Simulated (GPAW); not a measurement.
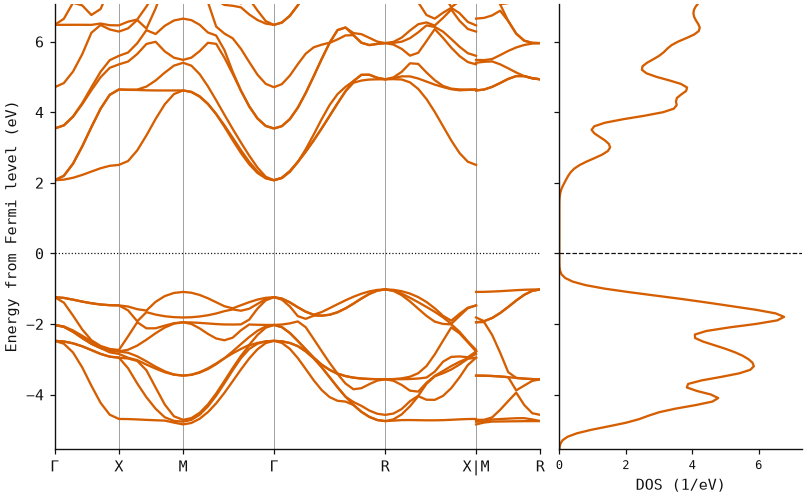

Band structure and density of states. Energies are counted from the Fermi level. The DOS curve is built from the levels of the k mesh with Gaussians 0.55 eV wide, which also blur the band edges; ripples of that width can come from the mesh.

**Which Bravais lattice do the labels of the path belong to?**

A simple cubic lattice: the path Γ–X–M–Γ–R–X|M–R runs through the special points of its Brillouin zone.

Structure: cubic perovskite-type BaZrO3, space group Pm-3m (No. 221), 5 atoms in the cell; cubic a = 4.191 Å.

GPAW 26.7.0; LDA, the program's PAW data sets (release 1.2.1) made for this functional, no spin polarisation, no spin-orbit coupling, 6×6×6 k mesh, 800 eV cutoff, Fermi-Dirac smearing of 0.05 eV.

**Read off the fundamental gap and say whether it is direct.**

The bands leave a gap. The gap along this path is 3.09 eV and indirect, from the valence-band top at R to the conduction-band bottom at Γ; the smallest direct gap is 3.31 eV, at Γ. At M the top valence band lies only 0.07 eV lower.

**What are the direct gaps at Γ, X and M?**

The direct gaps are 3.31 eV at Γ, 3.98 eV at X and 5.71 eV at M.

**How many bands meet at the valence-band top?**

Three bands meet at the valence-band top at R: it is triply degenerate (spin aside).

**How much do the top valence band and the lowest conduction band disperse along the path?**

The top valence band spans 0.9 eV and the lowest conduction band 3.0 eV.

LDA, GGA and most meta-GGA functionals understate gaps. The cell is at −6 GPa in this functional.
